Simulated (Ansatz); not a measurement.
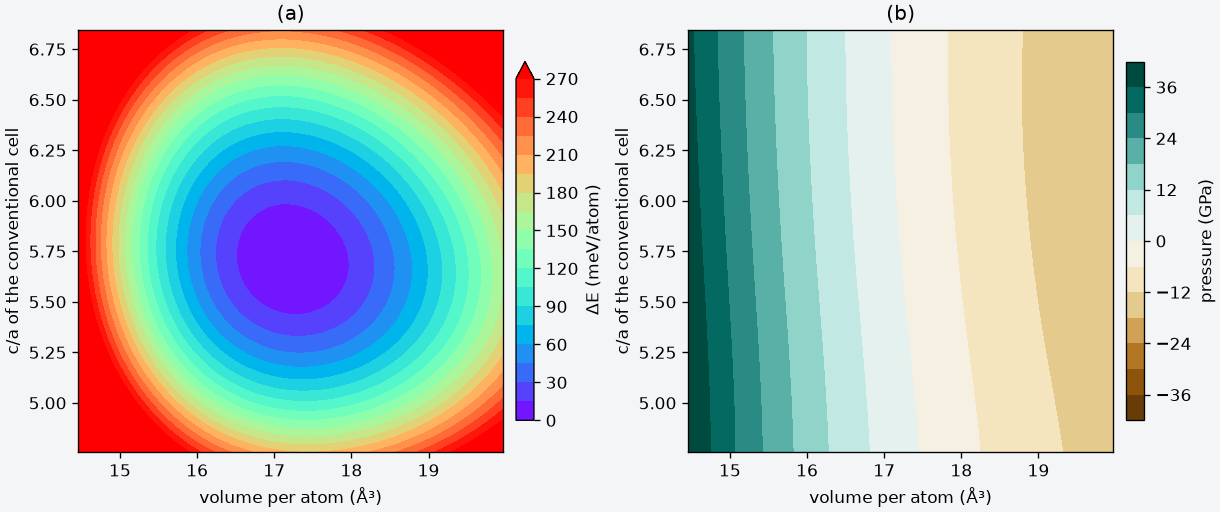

MoS₂ (R3m, No. 160; 3 atoms in the cell). 
- The energy is mapped over volume and the cell's shape.
- First axis: volume per atom. Second axis: c/a of the conventional cell.
- Nothing is relaxed (fractional coordinates fixed).
- The grid has 7 × 7 points.
- Points are written as (first, second).
- Energies: meV/atom, counted from the lowest grid point.
- The band gap closes in part of the range.
- Level of theory: DFT PBE+D3(BJ), scalar-relativistic, plane waves, PAW in Ansatz 0.2.0. Settings: cutoff 420 eV, k-mesh 12×12×12, gaussian smearing 0.05 eV, no spin polarisation.

Panel (a) is the energy and panel (b) the computed pressure on the same grid.

The picture shows filled contours, one colour for all values above the top of the scale. Between grid points the surface is interpolated.

### How does the pressure vary over the map, and what is it at the lowest grid point?

It runs from −17.3 GPa at (19.97 Å³, 6.443) to 41.9 GPa at (14.46 Å³, 4.757). At the lowest grid point, (17.21 Å³, 5.707), it is 0.0 GPa. The pressure is minus the slope of the energy with volume, so it vanishes at the true minimum, which need not be a grid point.

```tsv
c/a of the conventional cell ↓, volume per atom →	14.46	15.38	16.30	17.21	18.13	19.05	19.97
6.846	37.4	20.7	8.2	−1.1	−8.1	−13.3	−17.1
6.443	38.0	21.1	8.4	−1.0	−8.1	−13.4	−17.3
6.064	38.9	21.8	9.0	−0.6	−7.8	−13.2	−17.1
5.707	39.9	22.6	9.7	0.0	−7.3	−12.7	−16.7
5.371	40.9	23.6	10.6	0.8	−6.6	−12.1	−16.1
5.055	41.6	24.3	11.3	1.5	−5.8	−11.3	−15.4
4.757	41.9	24.7	11.7	2.0	−5.3	−10.7	−14.8
```

PAW datasets: the set soft_1.
